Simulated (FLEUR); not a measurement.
System: AlNi (space group Pm-3m).

How it was computed, with FLEUR MaX-R8.1 (later development tree): all-electron LAPW DFT, collinear spins; energies at scaled volumes of the given cell, shape and fractions fixed, counted from the fit's minimum, third-order Birch-Murnaghan fit. All runs: collinear spin.

```
       setting         value
        k mesh         9×9×9
   occupations   Fermi–Dirac
smearing width       0.05 eV
    potentials  all electron
```

Describe the result: the energy against volume, with one curve for each functional. The cases: LDA; r2SCAN; PBEsol.

The fitted equilibrium volumes, smallest first, are LDA 11.343, PBEsol 11.715, r2SCAN 11.743 Å³/atom. The fitted bulk moduli, smallest first, are PBEsol 173.4, r2SCAN 176.4, LDA 187.2 GPa.

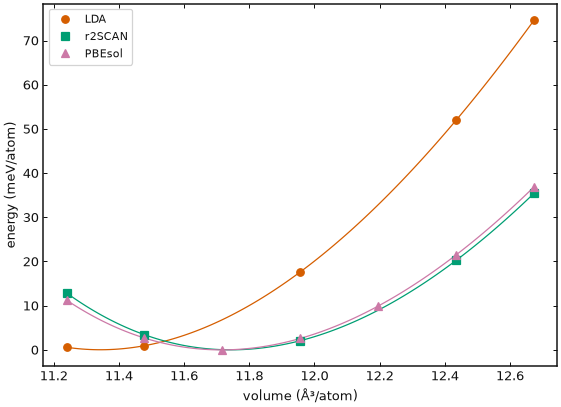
